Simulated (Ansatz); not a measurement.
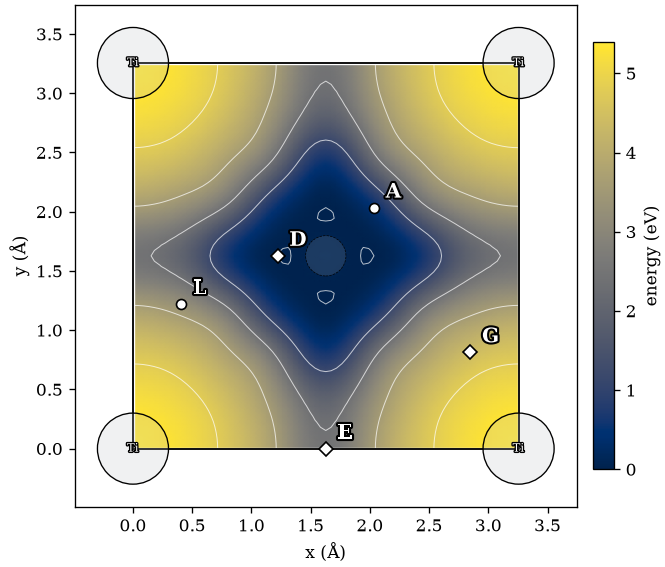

C on a Ti(100) slab cut from the Im-3m phase, its upper half relaxed before the scan (4 atoms of substrate and one adsorbate in a 1 × 1 cell). C is moved over the surface cell; relaxed at each place: the height of the adsorbate's atoms; substrate rigid; the origin of the map has the adsorbate above Ti4. Places are given modulo a cell vector. The map is drawn in real space over the plane of the surface. Grid: 8 × 8 points; 15 points were computed and 49 follow by symmetry. All energies are given in eV relative to the lowest grid point. With one adsorbate in each 1 × 1 cell, its nearest image is 3.3 Å away, so neighbouring adsorbates interact. Computed with DFT PBE, scalar-relativistic, plane waves, PAW (Ansatz 0.2.0). Settings: cutoff 420 eV, k-mesh 8×8×1, gaussian smearing 0.1 eV, no spin polarisation.

The picture shows a smooth colour map with a few white contour lines, labelled circles for the atoms of the top layer and small ones for the second layer, the outline of one cell of the plane, lettered points. Between grid points the surface is interpolated.

Q: What kind of point is each of D, E, G, L: minimum, saddle, maximum or slope?

A: D: minimum; E: saddle point; G: on a slope; L: on a slope. (In these two coordinates alone; a stationary point may lie a little off the grid point.)

Q: Rank the lettered points by energy, lowest first.

A: D (0.00 eV), A (0.47 eV), E (2.45 eV), L (3.26 eV), G (4.39 eV).
